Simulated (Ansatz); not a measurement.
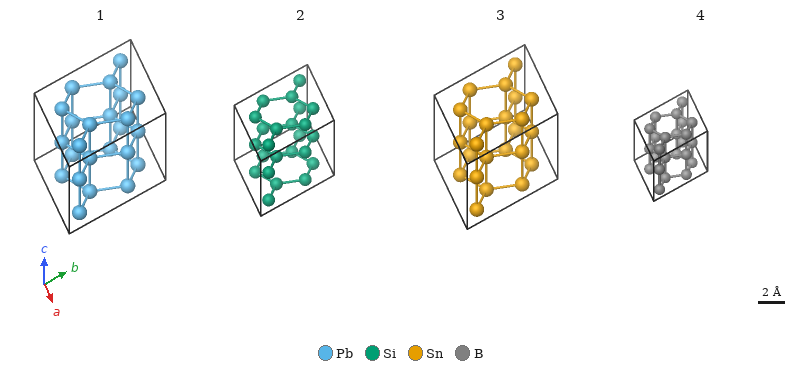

One structure type (space group P6/mmm for the parent) with different elements on its sites, each relaxed in cell and atoms to zero pressure (within 0.1 GPa). Style: ball-and-stick. Shown: the cell of the calculation, repeated to show the pattern, from a free direction.

Theory: DFT PBE+D3(BJ), scalar-relativistic, plane waves, PAW in Ansatz. Set-up: plane-wave cutoff 420 eV; occupations gaussian; smearing width 0.1 eV; no spin polarisation. The k-mesh is chosen for each cell (12×12×14, 12×12×16, 18×18×22).

Question: Give the formulas, and rank the crystals by volume per atom, smallest first.

Answer: 4 = B (7.4 Å³), 2 = Si (18.9 Å³), 3 = Sn (34.2 Å³), 1 = Pb (39.9 Å³).

Question: Which have a band gap?

Answer: Pb: metallic; Si: metallic; Sn: metallic; B: metallic.
